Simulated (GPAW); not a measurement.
**Dielectric function and optical constants of AlN**

Aim: the dielectric function of AlN, and the optical constants that follow from it. The cell comes from an older database entry, whose edges can differ from later determinations, mostly by under a per cent.

Method: DFT, LDA, plane-wave PAW (GPAW data sets), scalar-relativistic, RPA, optical limit, in GPAW 26.7.0.

The database entry behind the starting cell differs from later determinations by our own check (inner coordinate u about 0.002 short), so it need not match the best structure at ambient conditions.

## 1. The structure

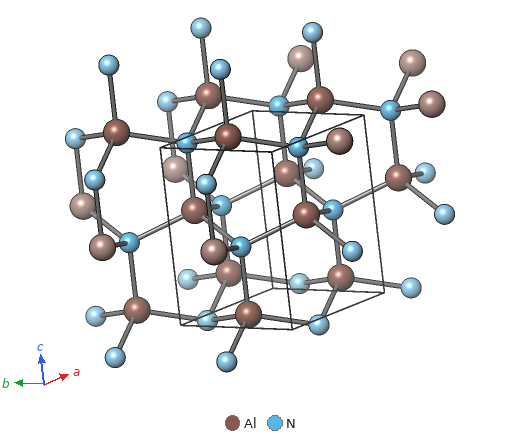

The starting structure, seen from a free direction (aluminium brown, nitrogen blue). 2×2×1 cells are drawn. Some periodic images of atoms are drawn too.

As a file:

```xyz
4
Lattice="3.1130 0.0000 0.0000 -1.5565 2.6959 0.0000 0.0000 0.0000 4.9810" Properties=species:S:1:pos:R:3 pbc="T T T"
Al    1.5565    0.8986    2.4905
Al    0.0000    1.7973    0.0000
N     1.5565    0.8986    4.3833
N     0.0000    1.7973    1.8928
```

## 2. Bands for the response

At the fixed density, many empty bands are solved on the mesh of the response, since the spectrum sums over them.

This step: DFT, LDA, plane-wave PAW (GPAW data sets), scalar-relativistic, bands at fixed density (GPAW 26.7.0).

Input file nscf.py:

```python
from ase.dft.bandgap import bandgap
from gpaw import GPAW, FermiDirac

calc = GPAW('gs.gpw').fixed_density(kpts={'size': (12, 12, 6), 'gamma': True}, nbands=47, convergence={'bands': 41},
                                    occupations=FermiDirac(0.001), txt='nscf.txt')
print('gap (eV)', bandgap(calc, output=None)[0])
print('direct gap (eV)', bandgap(calc, direct=True, output=None)[0])
print('top band over the Fermi level (eV)', min(calc.get_eigenvalues(kpt=k)[40] for k in range(len(calc.get_ibz_k_points()))) - calc.get_fermi_level())
calc.write('full.gpw', mode='all')
```

Started as:

```console
> OMP_NUM_THREADS=1 python nscf.py
```

Numbers of over 12 decimals in the logs are rounded to 6 here.

Log:

```text
Diagonalizing LCAO Hamiltonian
Converting LCAO to pw mode
convergence criteria:
- Maximum integral of absolute [eigenst]ate change: 4e-08 eV^2 / valence electron
maximum number of iterations: 150

SCF iterations
|iter     |      energy | eigst |  dens |
|iter:   1||             | +3.70 |       |
|iter:   2||             | +2.46 |       |
|iter:   3||             | +1.46 |       |
|iter:   4||             | +0.24 |       |
|iter:   5||             | -0.88 |       |
|iter:   6||             | -1.88 |       |
|iter:   7||             | -2.74 |       |
|iter:   8||             | -3.64 |       |
|iter:   9||             | -4.52 |       |
|iter:  10||             | -5.43 |       |
|iter:  11||             | -6.30 |       |
|iter:  12||             | -7.02 |       |
|iter:  13||             | -7.40 |       |
|iter:  14||             | -7.80c|       |
SCF steps: 14
  __  _  _
 | _ |_)|_||  |
 |__||  | ||/\| - 26.7.0

Versions:
  Python: 3.12.14
  ASE:    3.29.0
  Numpy:  2.5.5
  Scipy:  1.18.1
  Libxc:  7.0.0

Input parameters:
  mode=PW(ecut=500.0),
  convergence={'bands': 41},
  gpts=array([18, 18, 27]),
  kpts=MonkhorstPack(size=(12, 12, 6), gamma=True),
  maxiter=150,
  nbands=47,
  occupations=Occupations(name='fermi-dirac', width=0.001, fixmagmom=False),
  parallel={},
  xc=XC(name='LDA')

--- standard output ---
gap (eV) 4.179112
direct gap (eV) 4.179112
top band over the Fermi level (eV) 38.638553
```

Wall time 2.3 min (1 thread of Arm Neoverse V1, shared host); peak memory 0.25 GiB.

Numbers from this step:

- gap on the k-mesh: 4.179 eV
- direct gap on the mesh: 4.179 eV

## 3. Dielectric function, RPA

Local fields let the induced charge screen the field inside the cell, which as a rule lowers ε, most along directions where the density is uneven.

This step: DFT, LDA, plane-wave PAW (GPAW data sets), scalar-relativistic, RPA, optical limit (GPAW 26.7.0).

Input file df.py:

```python
from gpaw.response.df import DielectricFunction

df = DielectricFunction('full.gpw', frequencies={'type': 'nonlinear', 'domega0': 0.03, 'omega2': 8},
                        ecut=50,
                        eta=0.15,
                        nbands=41,
                        txt='df.txt')
for direction in ['x', 'z']:
    df.get_dielectric_function(xc='RPA', direction=direction, filename=f'df_{direction}.csv')
```

Started as:

```console
> OMP_NUM_THREADS=1 python df.py
```

Log:

```text
Using integrator: PointIntegrator
NonLinearFrequencyDescriptor(from 0.000 to 61.537 eV, 491 points)
Nonperiodic BCs:  [False False False]
Using integrator: PointIntegrator
NonLinearFrequencyDescriptor(from 0.000 to 61.537 eV, 491 points)
Nonperiodic BCs:  [False False False]

Calculating chi0 body with:
    Ground state adapter containing:
    Number of spins: 1
    Number of kpoints: 864
    Number of irreducible kpoints: 100
    Number of completely occupied states: 8
    Number of partially occupied states: 8

    Linear response parametrization:
    q_c: [0.0, 0.0, 0.0]
    Number of frequency points: 491
    Planewave cutoff: 50.0
    Number of bands: 41
    Number of planewaves: 35
    Broadening (eta): 0.15

Integrating chi0 body.

Symmetries of q_c:
    Direct symmetries (Uq -> q): 6
    Indirect symmetries (TUq -> q): 6
In total 12 allowed symmetries.

100 groups of equivalent kpoints. 88.425926% reduction.

Integral kind: spectral function

Calculating chi0 optical extensions with:
    Ground state adapter containing:
    Number of spins: 1
    Number of kpoints: 864
    Number of irreducible kpoints: 100
    Number of completely occupied states: 8
    Number of partially occupied states: 8

    Linear response parametrization:
    Number of frequency points: 491
    Planewave cutoff: 50.0
    Number of bands: 41
    Number of planewaves: 35
    Broadening (eta): 0.15
Integrating chi0 head and wings.

Symmetries of q_c:
    Direct symmetries (Uq -> q): 6
    Indirect symmetries (TUq -> q): 6
In total 12 allowed symmetries.

100 groups of equivalent kpoints. 88.425926% reduction.

Integral kind: spectral function wings
```

Wall time 15 s (1 thread); peak memory 0.23 GiB.

This step gave:

| Item | Value |
| --- | --- |
| electronic dielectric constant ε∞, mean over x, y and z (by symmetry where fewer were run) | 4.426 |
| main peak of Im epsilon, first axis | 7.800 eV |

The Im ε has structure finer than the step of the table below, so its rows give means over 1 eV, whole bins alone (the curve runs from 0 to 14.0 eV). Peaks (eV: height): E ∥ x 7.8: 8.50, 8.5: 6.95, 12.3: 4.63; E ∥ z 6.8: 9.02, 9.3: 5.97, 12.1: 4.91.

Values under the direct gap are tails of Lorentzian lines. The Im ε by photon energy; means over each step:

```tsv
photon energy (eV)	E ∥ x	E ∥ z
1	0.0150	0.0174
2	0.0343	0.0403
3	0.0675	0.0824
4	0.216	0.317
5	1.01	1.17
6	2.75	4.39
7	6.24	8.21
8	7.26	5.01
9	4.81	4.31
10	3.81	4.68
11	3.88	3.49
12	4.20	4.63
13	3.93	3.72
```

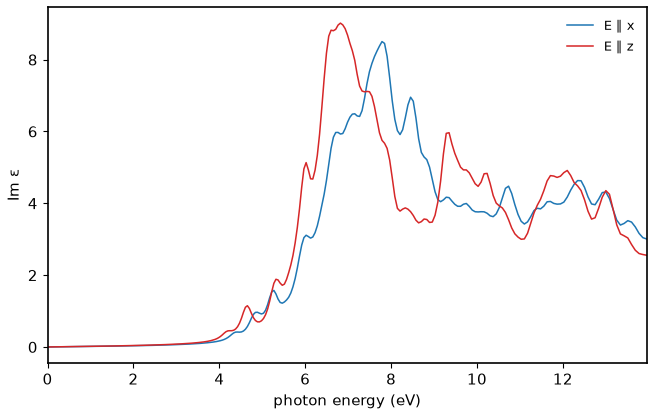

Im ε against photon energy.

The Re ε by photon energy:

```tsv
photon energy (eV)	E ∥ x	E ∥ z
0	4.36	4.56
1	4.41	4.62
2	4.57	4.80
3	4.88	5.18
4	5.55	6.03
5	6.48	7.15
6	7.58	8.57
7	6.32	3.36
8	1.26	0.250
9	0.225	2.94
10	1.09	0.911
11	0.622	0.847
12	0.870	0.465
13	-0.567	-0.678
```

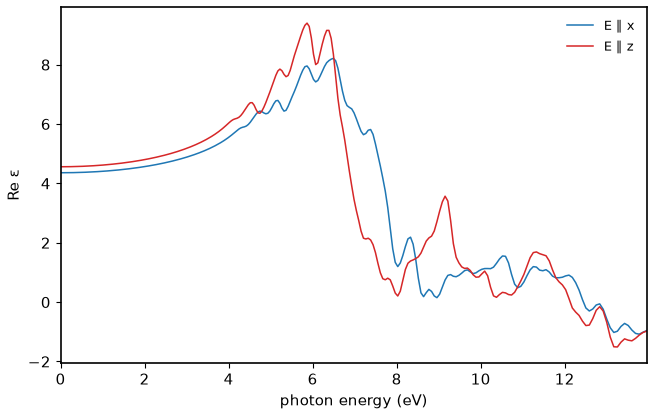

Re ε, plotted against photon energy.

The Im ε, E ∥ x has structure finer than the step of the table below, so its rows give means over 1 eV, whole bins alone (the curve runs from 0 to 14.0 eV). Peaks (eV: height): without local fields 7.8: 9.35, 8.5: 7.76, 10.7: 6.41; with local fields 7.8: 8.50, 8.5: 6.95, 12.3: 4.63.

Values under the direct gap are tails of Lorentzian lines. Im ε, E ∥ x against photon energy; means over each step:

```tsv
photon energy (eV)	without local fields	with local fields
1	0.0163	0.0150
2	0.0370	0.0343
3	0.0719	0.0675
4	0.218	0.216
5	0.982	1.01
6	2.81	2.75
7	6.90	6.24
8	8.03	7.26
9	5.26	4.81
10	4.82	3.81
11	5.40	3.88
12	5.33	4.20
13	4.04	3.93
```

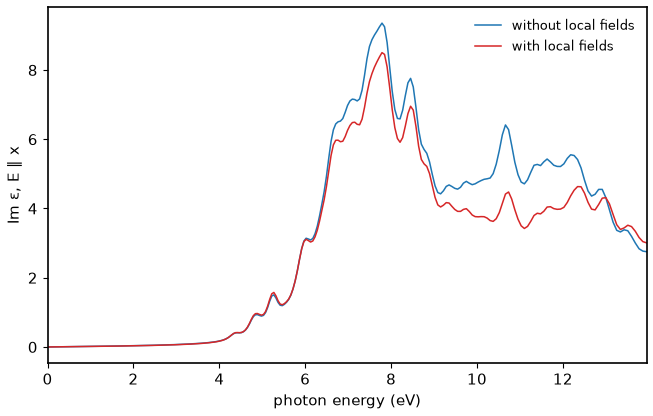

Im ε, E ∥ x, plotted against photon energy.

The loss function −Im 1/ε at q → 0 has structure finer than the step of the table below, so its rows give means over 0.5 eV, whole bins alone (the curve runs from 0 to 14.0 eV). Peaks (eV: height): E ∥ x 10.31: 0.248, 11.03: 0.275; E ∥ z 8.15: 0.250, 10.95: 0.310, 12.75: 0.276.

Values under the direct gap are tails of Lorentzian lines. Loss function −Im 1/ε at q → 0 against energy loss; means over each step:

```tsv
energy loss (eV)	E ∥ x	E ∥ z
0.5	3.8e-4	4.0e-4
1.0	7.7e-4	8.1e-4
1.5	0.00118	0.00125
2.0	0.00162	0.00172
2.5	0.00214	0.00228
3.0	0.00276	0.00298
3.5	0.00365	0.00406
4.0	0.00583	0.00801
4.5	0.0125	0.0179
5.0	0.0242	0.0178
5.5	0.0281	0.0280
6.0	0.0418	0.0458
6.5	0.0551	0.0622
7.0	0.0801	0.101
7.5	0.0903	0.139
8.0	0.132	0.207
8.5	0.154	0.227
9.0	0.218	0.169
9.5	0.235	0.172
10.0	0.244	0.206
10.5	0.227	0.249
11.0	0.256	0.289
11.5	0.239	0.211
12.0	0.233	0.207
12.5	0.229	0.242
13.0	0.239	0.238
13.5	0.273	0.283
```

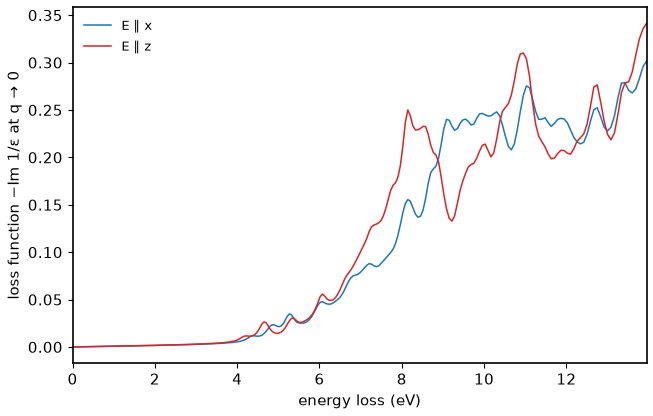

Loss function −Im 1/ε at q → 0, plotted against energy loss.

The reflectivity at normal incidence has structure finer than the step of the table below, so its rows give means over 0.5 eV, whole bins alone (the curve runs from 0 to 14.0 eV). Peaks (eV: height): E ∥ x 7.91: 34.8, 8.58: 33.7, 10.81: 25.8, 13.17: 34.3, 13.77: 34.2; E ∥ z 6.93: 34.4, 9.35: 28.4, 10.31: 28.6, 12.50: 33.1, 13.25: 38.4.

The reflectivity at normal incidence by photon energy; means over each step:

```tsv
photon energy (eV)	E ∥ x (%)	E ∥ z (%)
0.5	12.5	13.2
1.0	12.6	13.3
1.5	12.8	13.6
2.0	13.1	13.9
2.5	13.6	14.5
3.0	14.2	15.2
3.5	15.1	16.2
4.0	16.4	17.7
4.5	18.0	19.3
5.0	19.6	21.0
5.5	20.8	24.0
6.0	24.0	28.0
6.5	27.2	32.6
7.0	28.3	33.9
7.5	31.0	32.1
8.0	32.3	27.7
8.5	31.5	19.9
9.0	27.5	20.0
9.5	23.3	27.3
10.0	22.0	26.4
10.5	21.9	26.4
11.0	22.9	19.7
11.5	22.4	22.5
12.0	24.2	28.8
12.5	29.0	31.6
13.0	31.6	33.1
13.5	32.7	36.5
```

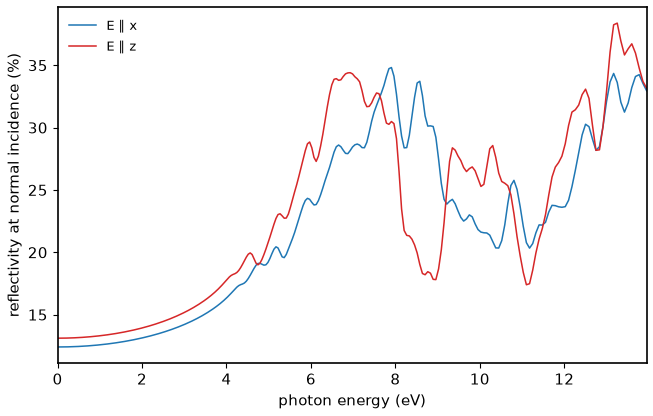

Reflectivity at normal incidence against photon energy.

At chosen wavelengths:

```tsv
wavelength (nm)	n x	k x	R (%) x	1/α x	n z	k z	R (%) z	1/α z
1550	2.10	0.003	12.5	44 µm	2.14	0.003	13.2	39 µm
1064	2.10	0.004	12.6	20 µm	2.15	0.005	13.4	18 µm
800	2.12	0.006	12.8	11 µm	2.17	0.007	13.6	9.7 µm
532	2.16	0.010	13.4	4.3 µm	2.21	0.011	14.3	3.8 µm
405	2.22	0.015	14.3	2.1 µm	2.28	0.018	15.3	1.8 µm
308	2.36	0.037	16.4	660 nm	2.46	0.059	17.9	413 nm
193	2.94	0.706	26.6	22 nm	3.20	1.128	32.3	14 nm
```

Below the direct gap, k and the depth come from the tails of the Lorentzian lines, not from transitions.

Rows near the edge hang on the gap, which this functional as a rule makes too small, and phonon-assisted absorption is left out.

At 1064 nm the birefringence n(z) − n(x) is +0.050: the crystal is uniaxial positive at this level.

## 4. Outcome

```json
{
 "electronic dielectric constant ε∞, mean over x, y and z (by symmetry where fewer were run) (RPA)": "4.43",
 "main peak of Im epsilon, first axis": "7.80 eV"
}
```

At this level (LDA, RPA) AlN has a mean ε∞ = 4.43 and n = 2.10 at 1550 nm (E ∥ x), and Im ε peaks at 7.8 eV (E ∥ x). On the mesh the gap is 4.18 eV and the least direct gap 4.18 eV. Local fields change the static value along x from 4.66 to 4.36 (-6 %). Distinct maxima of Im ε, read by a parabola through the highest points, lie at 7.80 eV (8.5), 8.46 eV (7.0), 10.72 eV (4.5) and 12.38 eV (4.6) for E ∥ x. The static values by axis are 4.36 (x), 4.56 (z). At 1064 nm the birefringence n(z) − n(x) is +0.050: the crystal is uniaxial positive at this level. Excitons and phonon-assisted transitions are missing; LDA gaps are as a rule too small, which pulls the onset down and ε∞ up. The sum runs over mesh points, so small or evenly spaced maxima can still be ripples of the mesh.

[Machine, clock and banner lines and Python warnings are left out of the logs.]

[Logs are printed without paths, hosts, clocks, repeated set-up lines and the standing remarks that a program may print on its own settings, such as how far it seeks lower states.]

[Hosts, paths, dates, database ids (printed as entryN), source tags and the programs' standing remarks are cut or masked in the printed files.]
